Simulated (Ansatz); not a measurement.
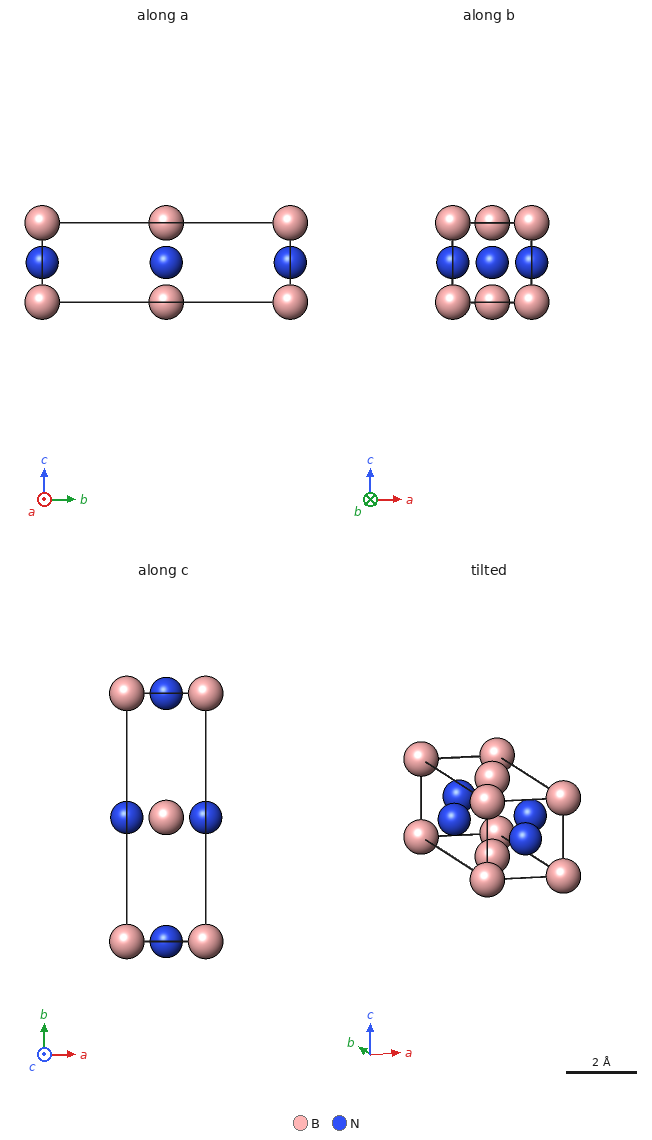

Crystal structure, spheres-only style, seen along the a axis, along the b axis, along the c axis and slightly off an axis. One conventional unit cell is outlined, and atoms on its boundary appear in each equivalent place.

Lattice parameters: a = 2.2725 Å, b = 7.1452 Å, c = 2.2815 Å, α = 90.000°, β = 90.000°, γ = 90.000°.

From the views, write a CIF with its space group and independent sites.

```cif
data_structure
_symmetry_space_group_name_H-M 'C m m m'
_symmetry_Int_Tables_number 65
_cell_length_a 2.2725
_cell_length_b 7.1452
_cell_length_c 2.2815
_cell_angle_alpha 90.000
_cell_angle_beta 90.000
_cell_angle_gamma 90.000
_cell_volume 37.05
loop_
_atom_site_label
_atom_site_type_symbol
_atom_site_symmetry_multiplicity
_atom_site_Wyckoff_symbol
_atom_site_fract_x
_atom_site_fract_y
_atom_site_fract_z
_atom_site_occupancy
B1 B 2 a 0.0000 0.0000 0.0000 1
N1 N 2 c 0.5000 0.0000 0.5000 1
```

Starting structure: a random cell made by a generator, so it need not be a real form of the compound. Earlier steps of the study may have refined or changed the cell and positions. An electronic-structure calculation with Ansatz was run on it.
